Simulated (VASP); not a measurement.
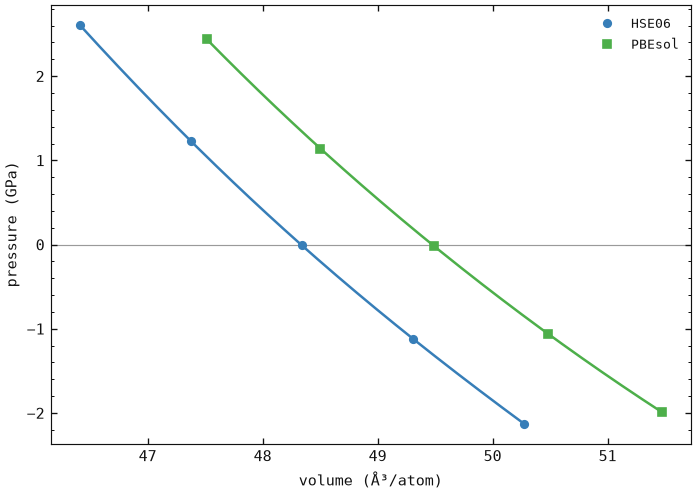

The picture above shows the pressure against volume, with one curve for each functional, for MoS₂ (space group P-6m2).

Method: plane-wave DFT, no spin polarisation; energies at scaled volumes of the given cell, shape and fractions fixed, counted from the fit's minimum, third-order Birch-Murnaghan fit (VASP 6.6.1). All runs: no spin polarisation.

| setting | value |
| --- | --- |
| occupations | Gaussian |
| smearing width | 0.02 eV |
| potentials | VASP PAW PBE potentials, recommended |
| wave cutoff | 520 eV |

Settings that differ: HSE06: k mesh 6×6×1; PBEsol: k mesh 8×8×2.

Order the curves by fitted equilibrium volume, smallest first.

HSE06 48.360, PBEsol 49.501 Å³/atom.

Order the curves by fitted bulk modulus, smallest first.

PBEsol 54.9, HSE06 58.7 GPa.

For HSE06: read off the course of the pressure.

It falls from 2.61 GPa at volume 46.41 Å³/atom to −2.13 GPa at 50.28 Å³/atom, and changes sign near 48.33 Å³/atom.

Keep in mind: shape and atomic fractions are frozen while scaling, which makes layered, chain and framework solids too stiff.
